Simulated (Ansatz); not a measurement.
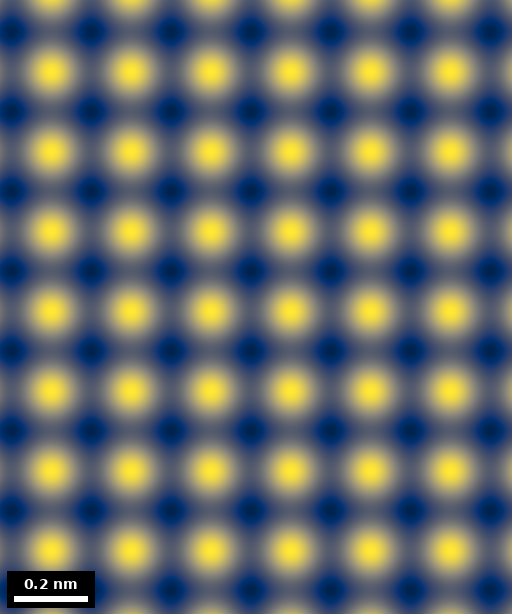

An image along [001] of one of the structures below (computed or model cells, partly hypothetical, each in its standard cell). Simulated as the projected potential of neutral atoms (B = 0.8 Å²) blurred by a 1.15 Å probe, the thin-sample limit of integrated differential phase contrast. The display is stretched by a gamma of 0.8; percentages refer to the linear signal.

A. Rh
Space group Im-3m (No. 229). a = 3.087 Å, b = 3.087 Å, c = 3.087 Å, α = 90.00°, β = 90.00°, γ = 90.00°
```tsv
atom	site	symmetry	x	y	z
Rh	2a	m-3m	0.0000	0.0000	0.0000
```

B. Rh
Space group P6_3/mmc (No. 194). a = 2.689 Å, b = 2.689 Å, c = 4.337 Å, α = 90.00°, β = 90.00°, γ = 120.00°
```csv
atom,site,symmetry,x,y,z
Rh,2c,-6m2,0.3333,0.6667,0.2500
```

C. Rh
Space group Cmcm (No. 63). a = 2.700 Å, b = 8.177 Å, c = 2.725 Å, α = 90.00°, β = 90.00°, γ = 90.00°
| atom | site | symmetry | x | y | z |
| --- | --- | --- | --- | --- | --- |
| Rh | 4c | m2m | 0.0000 | 0.6352 | 0.2500 |

D. Rh
Space group Fm-3m (No. 225). a = 3.800 Å, b = 3.800 Å, c = 3.800 Å, α = 90.00°, β = 90.00°, γ = 90.00°
```tsv
atom	site	symmetry	x	y	z
Rh	4a	m-3m	0.0000	0.0000	0.0000
```

Which of them gives this image?

Answer. A, Rh. Along [001] the projected cells are A 2.18 × 2.18 Å, 90°; B 2.69 × 2.69 Å, 120°; C 2.70 × 4.31 Å, 108°; D 1.90 × 1.90 Å, 90°. The image repeats as A does.

Structure A: the input geometry of an electronic-structure calculation (not necessarily at equilibrium); the starting structure was generated, so it need not be a known form of this composition.
